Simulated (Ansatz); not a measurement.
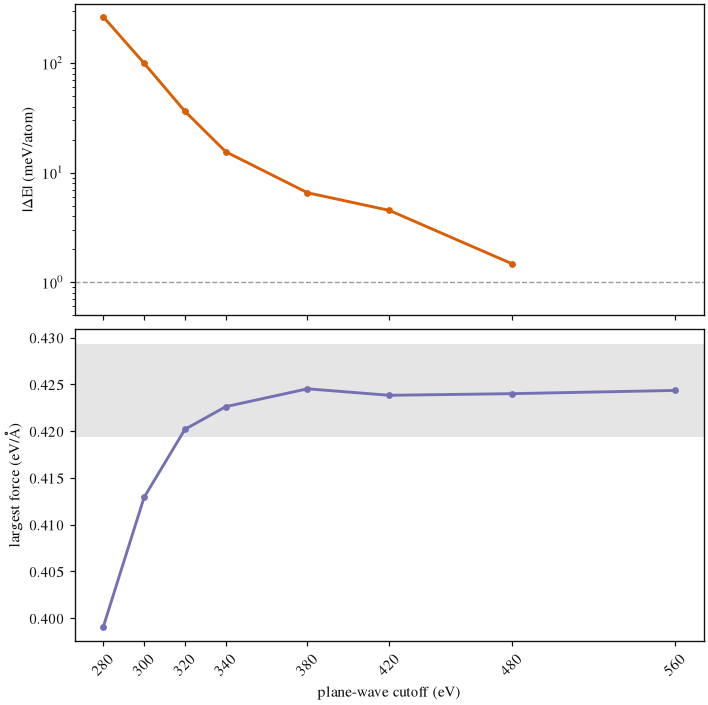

Convergence test: the plane-wave cutoff (density cutoff scaled with it) is varied and all else is held.
AlCo (R3m, 2 atoms in the cell); Ansatz 0.2.0 development build, HSE06, plane waves, PAW datasets; 4×4×4 k-mesh, Fermi–Dirac smearing of 0.1 eV, no spin polarisation.
ΔE is the free energy less its value at the largest setting, 560 eV.
Dashed lines or grey bands mark the tolerance: 1 meV/atom and 0.005 eV/Å.
The atoms sit off their equilibrium sites.

### What is enough for the free energy to 1 meV/atom?

The free energy at the last setting but one, 480 eV, is still more than 1 meV/atom from the largest setting's value, so the scan doesn't show it converged. It is off by 260 meV/atom at 280 eV, 15 meV/atom at 340 eV and 1.5 meV/atom at 480 eV (always above it). The smaller bases give higher energies, which fall towards the limit as the basis grows.

### How does the largest force behave (tolerance 0.005 eV/Å)?

The largest force is within 0.005 eV/Å of the largest setting's value from 320 eV on. It is 0.399 eV/Å at 280 eV, 0.413 eV/Å at 300 eV and 0.424 eV/Å at 560 eV.
